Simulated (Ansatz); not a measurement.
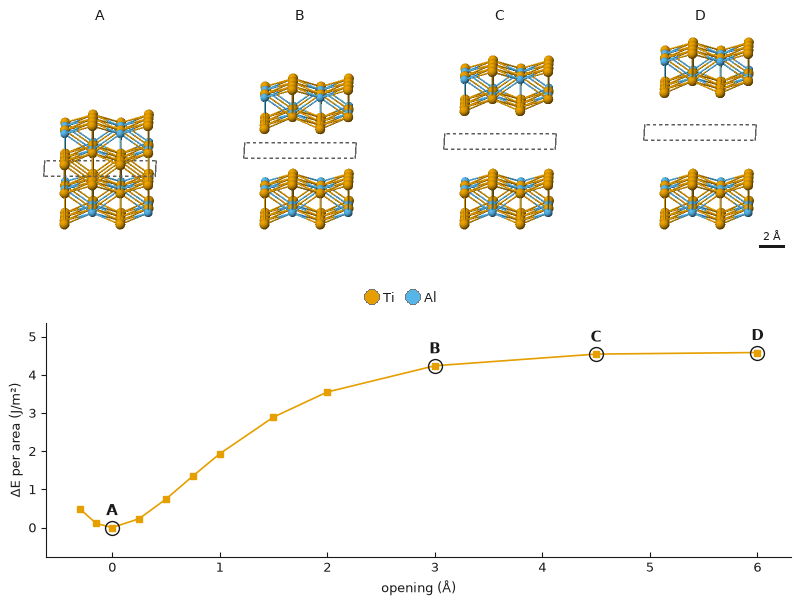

Energy scan for a crystal of Ti₃Al (P6_3/mmc), in which the crystal is pulled apart rigidly along the normal of the (1 0 0) plane of the conventional cell, at a cut between a plane of Ti below and one of Ti above, 1.67 Å apart. One cut stands in each cell, which starts 9.9 Å high; nothing is relaxed, and the dashed outline marks the cut. The lettered frames are marked on the plot. A ball-and-stick model of the layers on both sides of the cut, seen from the side, nearly along the cut plane.

Theory: Ansatz 0.2.0, DFT PBEsol, scalar-relativistic, plane waves, PAW. (plane-wave cutoff 420 eV; k-point mesh 7 × 9 × 4; occupations gaussian; smearing width 0.15 eV; no spin polarisation). Energies (free energies at the smearing named) are counted from the relaxed crystal.

Q: Describe the profile.

A: At the widest opening, 6.00 Å, the energy has risen by 4.583 J/m², where the curve has levelled off: this is the ideal work of separation, the sum of the two unrelaxed surface energies of a slab 9.9 Å thick. The steepest rise lies between 0.50 Å and 0.75 Å, with a mean traction of about 24 GPa. Pressing the cut together by 0.30 Å costs 0.489 J/m².

The computed points:

```tsv
opening (Å)	ΔE per area (J/m²)
−0.30	0.489
−0.15	0.110
0.00	0.000
0.25	0.230
0.50	0.745
0.75	1.348
1.00	1.931
1.50	2.892
2.00	3.549
3.00	4.236
4.50	4.542
6.00	4.583
```
